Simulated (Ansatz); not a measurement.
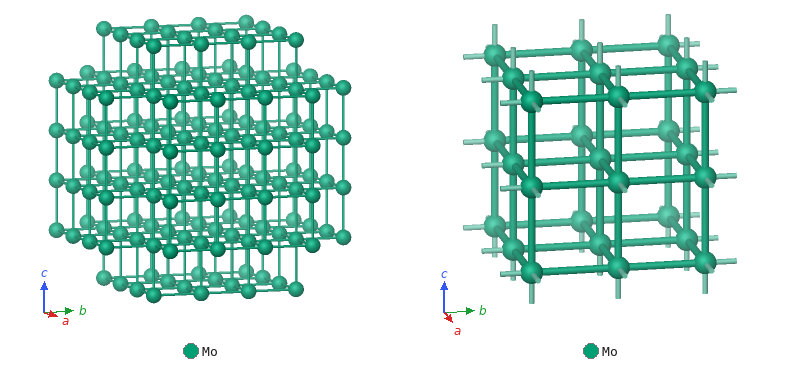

Left: the structure. Right: its underlying net. Nodes are coloured by element. Edges to nodes outside the piece are drawn as stubs.

Mo (space group Pm-3m, No. 221): the geometry relaxed with Ansatz, DFT, r2SCAN, plane waves (500 eV) with PAW, scalar-relativistic; the starting structure was generated, so it need not be a known form of this composition.

Bonds are taken as Mo–Mo below 2.9 Å; no other contact counts. The graph is simplified in the usual way: terminal and isolated atoms are pruned, two-connected atoms become edges.

The result is a uninodal 6-connected, three-periodic net: Mo is a 6-connected node. It is the pcu net, known from NaCl, ReO3 and the B-X framework of perovskite. It is a single net, without interpenetration.

```
node  links  point symbol  coordination sequence
  Mo      6        4¹²·6³         6 18 38 66 102
```
